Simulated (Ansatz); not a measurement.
RbCl: band-structure calculation

RbCl (R-3m, 2 atoms in the cell), computed with DFT, r2SCAN, plane waves, PAW, no spin polarisation (Ansatz 0.2.0).

The structure was built on a prototype by a generator. The geometry comes from this level: r2SCAN (a point of a series of strains). It belongs to a series of runs on one base structure; here: shear_111 strain -1.5%. Figures and captions count atoms from 1; the log counts them from 0 in places.

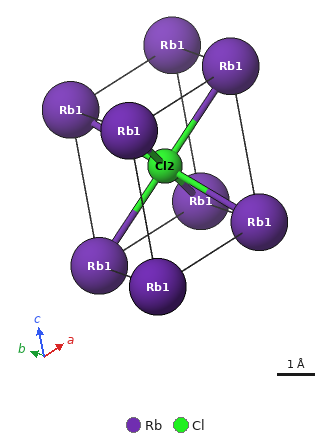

Fig. 1: The structure as given in the input (ball-and-stick view of the cell of the calculation, seen slightly off an axis; atoms are numbered from 1 in the order of the input). An atom can appear more than once, as a periodic image.

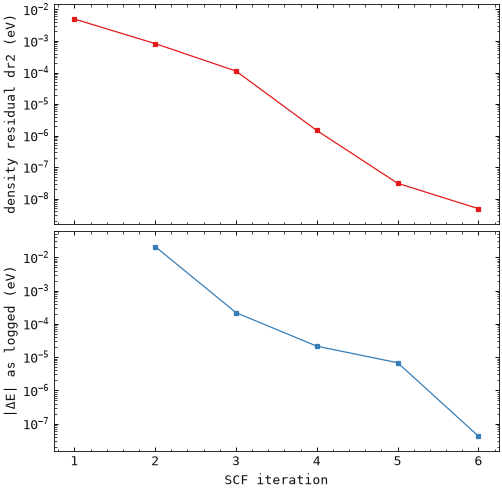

Fig. 2: Convergence of the self-consistent field: density residual dr2 and size of the energy change against the SCF iteration. The residual falls at every step.

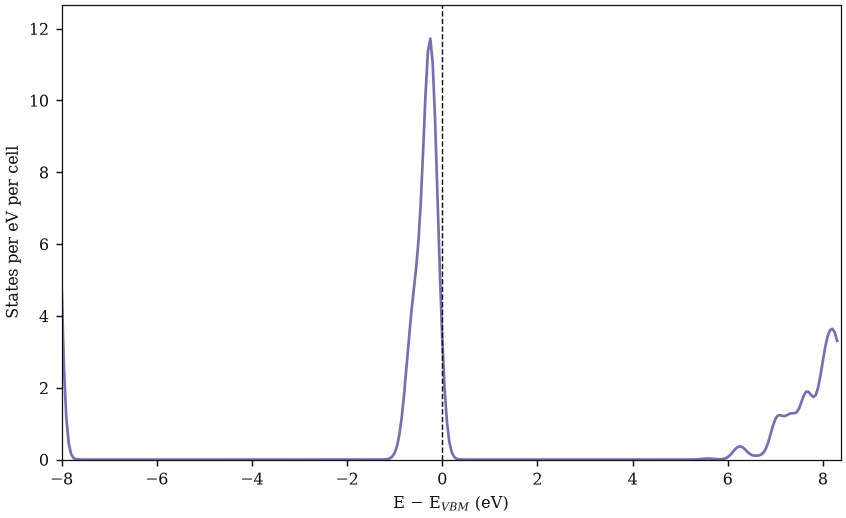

Fig. 3: Density of states (the curve is built from the levels of the k mesh with Gaussians 0.3 eV wide, which also blur the band edges), with energies from the valence-band top. There is a gap of 5.59 eV on the k-point mesh. Small ripples come from the finite k-point mesh.

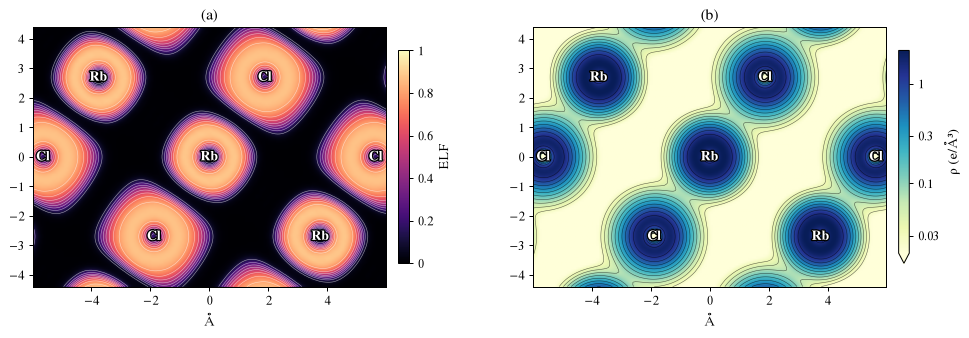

Fig. 4: (a) ELF; (b) valence charge density (pseudo) on the (110) plane of the conventional cell. Atoms in the plane: Rb and Cl. Away from the nuclei the density in this plane falls to 0.004 e/Å³ at its lowest. The strong features right at Rb lie inside the PAW spheres (semicore, d or f shells) and say nothing about bonding. The fields are those of the smooth PAW valence density.

These pictures come from the run below.

Input
```yaml
crystal:
  lattice:
    - [-0.0330581282, 3.2727546904, 3.2727546904]
    - [3.2727546904, -0.0330581282, 3.2727546904]
    - [3.2727546904, 3.2727546904, -0.0330581282]
  atoms:
    - { symbol: Rb, position: [0.0, 0.0, 0.0] }
    - { symbol: Cl, position: [0.5, 0.5, 0.5] }
kpoints:
  mp_grid: { grid: [6, 6, 6] }
  band_path:
    path:
      - [0.0, 0.0, 0.0]
      - [0.5, 0.0, 0.5]
      - [0.625, 0.25, 0.625]
      - [0.375, 0.375, 0.75]
      - [0.5, 0.5, 0.5]
      - [0.5, 0.25, 0.75]
    npoints: 1
hamiltonian:
  xc: r2scan
scf:
  occupations: { method: fixed }
  n_extra_bands: 4
output:
  forces: true
  stress: true
  eigenvalues: true
  write_density: true
  write_potential: true
  elf: true
  volumetric_format: npy
```

Run as:
```bash
ansatz run input.yaml --threads 4 --pin off --max-ram 4608MiB --backend cpu --events-out ev --progress --plain --runs-dir out
```

What the program printed
```
scf.n_extra_bands = 4 over 8 filled bands (N_el = 16.0): the run solves 12 bands
Engine: ansatz 0.2.0, aarch64-unknown-linux-gnu
Pseudopotentials: kind: paw
Pseudopotential: Rb, paw, valence charge 9, recommended cutoff 500 eV (meta_gga), Rb.paw.azcp
Pseudopotential: Cl, paw, valence charge 7, recommended cutoff 500 eV (meta_gga), Cl.paw.azcp
Functional definition: r2SCAN
  parameter k0 = 0.174
  parameter k1 = 0.065
  parameter a1 = 4.9479
  exchange = r2scan_x(k0 = k0, k1 = k1, a1 = a1)
  correlation = r2scan_c
Crystal: 2 atoms, lattice volume = 71.171 Å³
Basis set: ecut = 500 eV, 1819 PW (Γ), exchange–correlation on 144×144×144 points (64 copies of the dense FFT grid, shifted against one another)
Bands: 12, of which v1, the nominal top of the filled ones, is band 8 counted from 1 (7 counted from 0)
Symmetry: 12 space group operations
Space group: R-3m (ITA 166), of the structure as read, at distance tolerance 4.1e-5 Å
k-points: 32 of 216
Non-local potential: Rb, projectors of the file, l = 0: 3, l = 1: 2, l = 2: 2
Non-local potential: Cl, projectors of the file, l = 0: 2, l = 1: 2, l = 2: 2
PAW form: soft (Blöchl's): semilocal exchange-correlation on the pseudo side does not see the compensation charge
PAW frozen core: Rb, regenerated for the run's functional (the file was generated under x = pbe(κ = 0.804, μ = 0.2195149727645171), c = pbe(β = 0.06672455060314922))
PAW frozen core: Cl, regenerated for the run's functional (the file was generated under x = pbe(κ = 0.804, μ = 0.2195149727645171), c = pbe(β = 0.06672455060314922))
PAW one-centre angular grid: Rb, 302 points (default); XC on 160 Gauss nodes
PAW one-centre angular grid: Cl, 302 points (default); XC on 160 Gauss nodes
Initial density: superposition of atomic densities (neutral atoms: chi_scale 0, normalization atom), corrected by the library's trained network
Initial wavefunctions: pseudopotential atomic-orbital guess
Functional: x = r2scan, c = r2scan; τ floored in thin density (d = 2e-4 eV/Å³)
SCF iter   1: F=—  HF=-4365.941978 eV  |F-HF|=—  |Δ(HF+E_count)|=         —  Δρ=3.82e-3  dr2=4.97e-3  dr2_τ=1.80e-3  ethr=1.77e-3  ⟨swp⟩=6.5  Hψ=2256  notcnv=0  defer=60
preconditioner: auto → none  [insulator: Δε(μ)=5.643 eV  Ē_g=14.658 eV  n_scr=14 (ndim 8)  ℏωp=16.5 eV  f_vac=0.096  ε∞_Penn≈2.3]
SCF iter   2: F=—  HF=-4365.963113 eV  |F-HF|=—  |Δ(HF+E_count)|=   2.11e-2  Δρ=1.83e-3  dr2=8.26e-4  dr2_τ=1.10e-4  ethr=3.11e-5  ⟨swp⟩=3.0  Hψ=1034  notcnv=0  defer=63
SCF iter   3: F=—  HF=-4365.963331 eV  |F-HF|=—  |Δ(HF+E_count)|=   2.17e-4  Δρ=6.09e-4  dr2=1.11e-4  dr2_τ=3.45e-5  ethr=5.16e-6  ⟨swp⟩=3.1  Hψ=678  notcnv=0  defer=63
SCF iter   4: F=—  HF=-4365.963352 eV  |F-HF|=—  |Δ(HF+E_count)|=   2.13e-5  Δρ=5.88e-5  dr2=1.45e-6  dr2_τ=1.26e-7  ethr=6.93e-7  ⟨swp⟩=2.0  Hψ=538  notcnv=0  defer=60
SCF iter   5: F=—  HF=-4365.963359 eV  |F-HF|=—  |Δ(HF+E_count)|=   6.77e-6  Δρ=9.86e-6  dr2=3.07e-8  dr2_τ=2.17e-8  ethr=9.04e-9  ⟨swp⟩=2.0  Hψ=594  notcnv=0  defer=25
SCF iter   6: F=-4365.963359 eV  HF=-4365.963359 eV  |F-HF|=3.62e-9  |Δ(HF+E_count)|=   4.19e-8  Δρ=3.34e-6  dr2=4.81e-9  dr2_τ=3.81e-9  ethr=1.92e-10  ⟨swp⟩=10.2  Hψ=3448  notcnv=0
SCF 1 converged in 6 iterations: F = -4365.963359 eV  dr2 = 4.81e-9
  greatest PAW one-centre occupation: 0.973 electrons in one spin orbital (limit 2), on the Rb atom at site 0 (counted from 0), in its partial waves of l = 0
NSCF: frozen V_eff on 6 k-points
SCF converged after 6 iterations
Free energy (F): -4365.963359 eV
Harris-Foulkes:  -4365.963359 eV  (|F-HF|=3.62e-9)
Internal energy: -4365.963359 eV  (E = F + TS)
E sigma→0 (E₀):  -4365.963359 eV
Fermi energy:    0.605429 eV
--- Per-component energies (eV) ---
  E_band       = -116.129220
  E_kinetic    = 355.043528
  E_local      = -807.563954  (includes V_loc(G=0)·N_el)
  E_nonlocal   = 200.412904
  E_hartree    = 220.291622
  E_xc         = -229.883714
  E_vxc        = -287.299585  (∫ρ·V_xc dr)
  E_paw        = -3301.354745  (= ΣΔE_a)
  E_vpaw       = -32.840505  (= ΣTr[D̂ρ^β])
  E_aug_tail   = 0.000037  (compensation charges beyond the density's cutoff)
  E_vtau       = 15.536296  (kinetic-family band-sum trace: ∫τ·v_τ [+ j·A + Jᵃ·Aᵃ] dr)
  E_ewald      = -802.625703
  E_core_change = -0.283334  (= ΣΔE_core)
  E_smearing   = -0.000000  (= −TS)
  E_closure    = 0.000000  (closes the sum)
  Σ components = -4365.963359   (vs F -4365.963359, Δ=0.00e0)
--- Forces (eV/Å), atoms counted from 1 ---
  atom   1  Rb    -0.00000000    -0.00000000     0.00000000
  atom   2  Cl    -0.00000000     0.00000000    -0.00000000
  max |Σ_I F_I| component: 4.60e-30 eV/Å
--- Stress (GPa, compression-positive) ---
        0.285870       0.044535       0.044535
        0.044535       0.285870       0.044535
        0.044535       0.044535       0.285870
  P = ⅓ Tr σ = 0.2859 GPa (2.859 kbar)
--- Band table (eV; the first three rows and the last of 32) ---
  k-point 0: bands = ["-24.0761", "-11.9461", "-7.5614", "-7.5614", "-7.5605", "0.5864", "0.5864", "0.6054", "6.1964", "9.1494", "9.1494", "9.2837"]
  k-point 1: bands = ["-24.0720", "-11.9618", "-7.5640", "-7.5633", "-7.5527", "0.3422", "0.4993", "0.5182", "6.8109", "8.9464", "9.5018", "9.6246"]
  k-point 2: bands = ["-24.0639", "-11.9928", "-7.5706", "-7.5671", "-7.5358", "-0.0738", "0.3339", "0.3564", "8.1188", "8.9119", "10.4820", "10.6131"]
  k-point 31: bands = ["-24.0587", "-12.0017", "-7.5736", "-7.5736", "-7.5445", "-0.2523", "0.2417", "0.2417", "8.8174", "9.1820", "11.5402", "11.5402"]
```

File bands.tsv
```
# k_distance	band_0	band_1	band_2	band_3	band_4	band_5	band_6	band_7	band_8	band_9	band_10	band_11
# fermi_ev = 0.605429
# lock_threshold_ev = 1e-6
# [0, 0, 0] at k_distance = 0.000000
# [0.5, 0, 0.5] at k_distance = 0.955172
# [0.625, 0.25, 0.625] at k_distance = 1.294582
# [0.375, 0.375, 0.75] at k_distance = 1.876534
# [0.5, 0.5, 0.5] at k_distance = 2.458486
# [0.5, 0.25, 0.75] at k_distance = 3.130467
# levels_relative_to = fermi_ev
# free_energy_ev = -4365.963359
# largest_residual_norms_ev = 6.943e-4 1.479e-3 2.326e-3 1.664e-3 1.432e-3 2.021e-3 2.159e-3 2.619e-3 2.062e-3 9.695e-4 1.286e-3 2.476e-3
0.000000	-24.681507	-12.551526	-8.166857	-8.166857	-8.165947	-0.018981	-0.018981	0.000000	5.591015	8.543964	8.543964	8.678240
0.955172	-24.660496	-12.504370	-8.423755	-8.269186	-8.264819	-0.337366	-0.122388	-0.106118	6.643932	8.890291	10.213477	10.894651
1.294582	-24.660547	-12.536782	-8.378910	-8.234453	-8.223466	-0.406005	-0.297233	-0.241396	7.418384	9.191258	9.907014	10.635486
1.876534	-24.660547	-12.536782	-8.378910	-8.234453	-8.223466	-0.406005	-0.297233	-0.241396	7.418384	9.191258	9.907014	10.635486
2.458486	-24.664121	-12.607128	-8.179051	-8.179051	-8.149954	-0.857757	-0.363693	-0.363693	8.212014	8.576536	10.934781	10.934781
3.130467	-24.660240	-12.536226	-8.351160	-8.339830	-8.152745	-0.444791	-0.256440	-0.248702	8.142722	8.147553	10.194031	10.228054
```

File v_z.tsv
```
# z_ang	v_es[eV]	v_tot[eV]
# format = ansatz-planar-average/11
# xc	r2scan
# density_cutoff_ev	2000
# datasets	Rb=:simpson_from_first_knot:soft:shift=0	Cl=:simpson_from_first_knot:soft:shift=0
# lattice	-0.033058128	3.272754690	3.272754690
# lattice	3.272754690	-0.033058128	3.272754690
# lattice	3.272754690	3.272754690	-0.033058128
# sites	2
# site	37	0.000000000	0.000000000	0.000000000
# site	17	3.256225626	3.256225626	3.256225626
0.000000	-5.287212e0	-1.347063e1
0.128569	-4.951733e0	-1.311684e1
0.257138	-3.994268e0	-1.209887e1
0.385708	-2.555308e0	-1.058072e1
0.514277	-8.484141e-1	-8.778629e0
0.642846	8.807675e-1	-6.894257e0
0.771415	2.409615e0	-5.188835e0
0.899985	3.594902e0	-3.865457e0
1.028554	4.394720e0	-2.956328e0
1.157123	4.847291e0	-2.443279e0
1.285692	4.982972e0	-2.320919e0
1.414261	4.781900e0	-2.582596e0
1.542831	4.291303e0	-3.192676e0
1.671400	3.641702e0	-4.064524e0
1.799969	2.972071e0	-5.036241e0
1.928538	2.379142e0	-5.914476e0
2.057108	1.918887e0	-6.564982e0
2.185677	1.626067e0	-6.955784e0
2.314246	1.525177e0	-7.088001e0
2.442815	1.626067e0	-6.955784e0
2.571385	1.918887e0	-6.564982e0
2.699954	2.379142e0	-5.914476e0
2.828523	2.972071e0	-5.036241e0
2.957092	3.641702e0	-4.064524e0
3.085661	4.291303e0	-3.192676e0
3.214231	4.781900e0	-2.582596e0
3.342800	4.982972e0	-2.320919e0
3.471369	4.847291e0	-2.443279e0
3.599938	4.394720e0	-2.956328e0
3.728508	3.594902e0	-3.865457e0
3.857077	2.409615e0	-5.188835e0
3.985646	8.807675e-1	-6.894257e0
4.114215	-8.484141e-1	-8.778629e0
4.242784	-2.555308e0	-1.058072e1
4.371354	-3.994268e0	-1.209887e1
4.499923	-4.951733e0	-1.311684e1
```

Key numbers

- outcome: converged
- space group (tolerance 0.01 Å): R-3m (166)
- electrons treated: 16
- free energy: −4365.9634 eV
- Fermi energy: 0.605 eV
- gap on the k-point mesh: 5.59 eV
- pressure: 0.29 GPa
- largest force (length of the vector): under 0.001 eV/Å
- hardware: 4 threads of Arm Neoverse V1, 24 GiB of memory available, shared host
- wall time: 2.4 s (CPU time 8.3 s)
- peak memory: 0.52 GiB
